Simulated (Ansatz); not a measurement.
A periodic structure is given below.

```yaml
crystal:
  lattice:
    - [3.26152, 0.00000, 0.00000]
    - [-1.63076, 2.82456, 0.00000]
    - [0.00000, 0.00000, 5.64097]
  atoms:
    - { symbol: H, position: [0.33333, 0.66667, 0.25000] }
    - { symbol: H, position: [0.66667, 0.33333, 0.75000] }
    - { symbol: Zr, position: [0.00000, 0.00000, 0.00000] }
    - { symbol: Zr, position: [0.00000, 0.00000, 0.50000] }
```

Question: Before looking at a picture, describe the arrangement of atoms.

Answer: Formula: ZrH. The atoms follow space group P6_3/mmc (No. 194); the Bravais lattice is primitive hexagonal. The prototype is nickel arsenide (NiAs) type. The cell has 4 atoms, namely 2 Zr, 2 H. About every H there are six Zr in a distorted trigonal prismatic arrangement at 2.35 Å. The neighbours of Zr are six H and two Zr (2.35 Å to H, 2.82 Å to Zr). Not all metal-metal contacts are counted. The bonds build a three-dimensional framework.

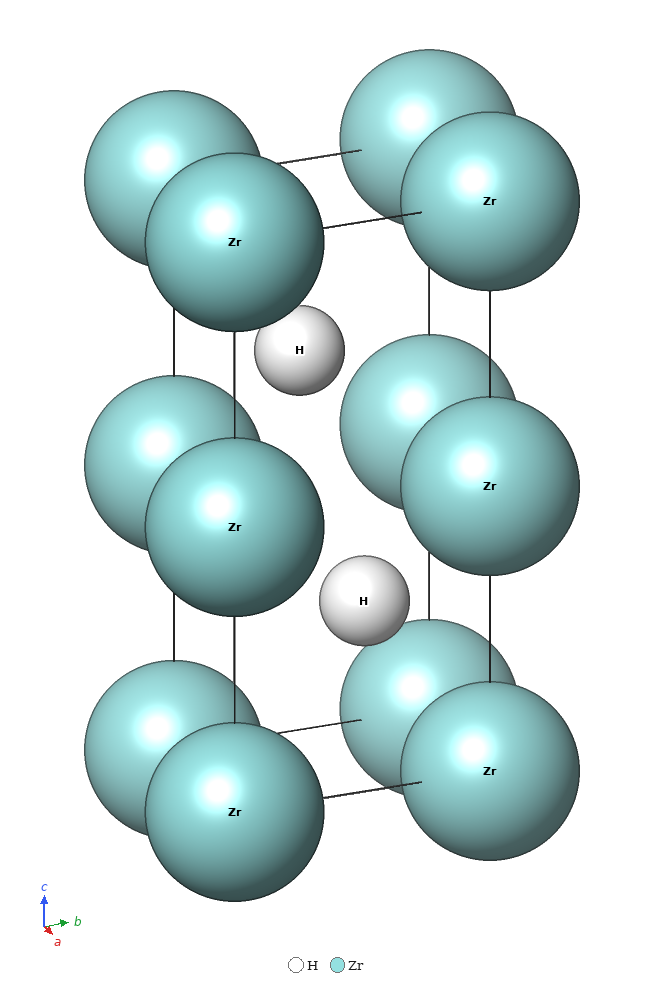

The image is a spheres-only drawing of a crystal, viewed slightly off an axis. One conventional unit cell is outlined, and atoms on its boundary appear in each equivalent place. Colours: zirconium light teal, hydrogen white.

Provenance: a structure listed in the Materials Project, with elements exchanged, so it need not be a known form of the compound. The cell was then strained or its atoms displaced on purpose. It was run through Ansatz as a DFT input.

At this level of theory the cell isn't at rest (stretched, at -8 GPa), so its distances can differ from those at equilibrium, the more so the softer the solid.
